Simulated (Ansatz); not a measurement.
The structure in question:

```cif
data_structure
_symmetry_space_group_name_H-M 'P 21/m'
_symmetry_Int_Tables_number 11
_cell_length_a 2.4276
_cell_length_b 3.8198
_cell_length_c 2.4684
_cell_angle_alpha 90.000
_cell_angle_beta 118.798
_cell_angle_gamma 90.000
_cell_volume 20.06
loop_
_atom_site_label
_atom_site_type_symbol
_atom_site_symmetry_multiplicity
_atom_site_Wyckoff_symbol
_atom_site_fract_x
_atom_site_fract_y
_atom_site_fract_z
_atom_site_occupancy
Co1 Co 2 e 0.66667 0.25000 0.33333 1
```

Q: What crystal do these data define?

A: The element is cobalt. Strictly the space group is P2_1/m (No. 11, within 0.01 Å). It is a distorted form of a primitive hexagonal structure, space group P6_3/mmc (No. 194) within 0.25 Å: hexagonal close-packed (Mg type). The cell holds two atoms. Each Co atom is coordinated by twelve Co in an anticuboctahedral arrangement at 2.37 to 2.49 Å. The bonds build a three-dimensional framework.

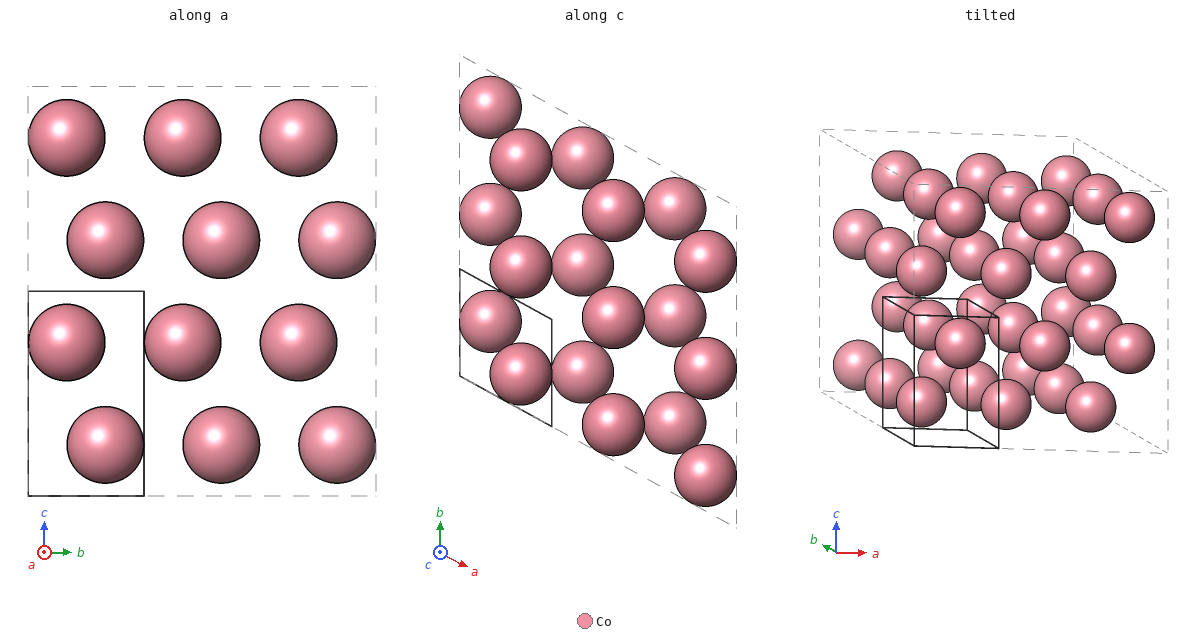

A spheres-only rendering, viewed along the a axis, along the c axis and slightly off an axis. The drawing covers 3×3×2 cells, and the solid lines enclose one unit cell.

The cell started as a structure listed in the Materials Project. The cell was then strained or its atoms displaced on purpose. It was set up as input for a calculation with Ansatz.
